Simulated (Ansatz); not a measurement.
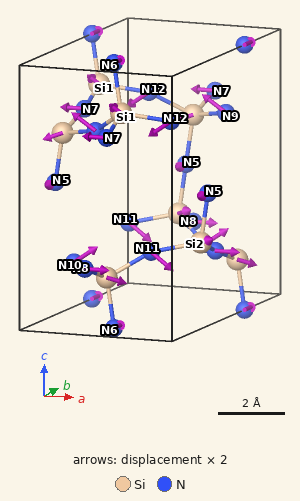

This is a relaxation of solid SiN2 (a generated structure, set up in C222_1). The starting structure is drawn; purple arrows show the displacements (the part carried along by the change of the cell is left out), 2 times their true length.

Style: ball-and-stick. Shown: the conventional cell (2 times the calculation's cell), slightly off an axis. Lengths and directions refer to the drawn axes.

The start is a swapped structure.

These are results of DFT, PAW plane waves, r2SCAN (Ansatz), not measurements. (plane-wave cutoff 500 eV; k-point mesh 5 × 5 × 3; occupations fermi dirac; smearing width 0.1 eV; no spin polarisation; cell and atoms relaxed; at most 40 steps)

**Atoms of which element are displaced furthest, and by how much?**

Nitrogen: up to 0.48 Å, against 0.33 Å for silicon.

**What did the optimiser do to the structure, and how much energy did it gain?**

The largest moves relative to the cell, 0.48 Å, are those of N atoms. Largest moves by element: N 0.48 Å, Si 0.33 Å. The volume changes by +18.9 %, with a 5.064 → 5.769 Å (+13.9 %), b 8.826 → 8.249 Å (−6.5 %), c 8.279 → 9.244 Å (+11.7 %). Near-neighbour distances that change, for instance: N–Si 1.575 → 1.690 Å, N–Si 1.559 → 1.673 Å, N–Si 1.574 → 1.653 Å. Among the angles between lasting bonds that change: Si–N–Si 160.5° → 180.0°, Si–N–Si 179.7° → 164.0°, N–Si–N 110.6° → 96.9°. The space group (tolerance 0.01 Å) goes from C222_1 (No. 20) to Cmcm (No. 63). The energy falls by 329 meV per atom in 13 accepted moves (15 points after the start). Largest force component: 1.5 eV/Å at the start, 0.0091 eV/Å at the end. Pressure: 35.20 GPa at the start and 0.01 GPa at the end. The SCF was repeated twice at an unchanged geometry on a basis and grid sized afresh for the cell, which shifted the energy by 2.7 meV per atom at most. The run took 7.2 min on 2 threads of Arm Neoverse V1, with other jobs on the host, peak memory 0.98 GiB.
